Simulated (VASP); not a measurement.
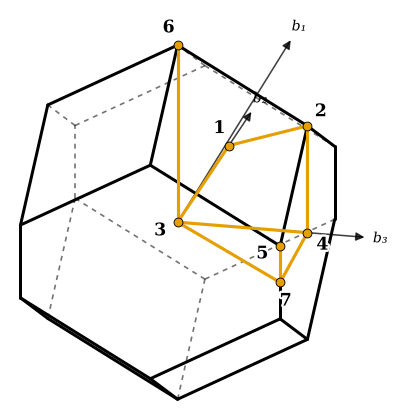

Crystal: Si, a cell listed in the Materials Project, as set up for an electronic-structure calculation. The first Brillouin zone of a body-centred tetragonal lattice (tI; extended symbol tI1) is drawn with its special points numbered. The drawing is computed from the coordinates (standard cell, symmetry found to 0.002 Å).

a = 3.254 Å, b = 3.254 Å, c = 2.641 Å, α = 90.00°, β = 90.00°, γ = 90.00°.

Labels and path follow the convention of Hinuma et al. (2017), as computed by seekpath; the arrows show the directions of the reciprocal primitive vectors b₁, b₂, b₃, in which coordinates are given.

Q: Give the label and coordinates of each numbered point.

A:
```tsv
no.	label	coordinates
1	N	(0, 1/2, 0)
2	P	(1/4, 1/4, 1/4)
3	Γ	(0, 0, 0)
4	X	(0, 0, 1/2)
5	Z₀	(−0.415, 0.585, 0.415)
6	Z	(0.415, 0.415, −0.415)
7	M	(−1/2, 1/2, 1/2)
```
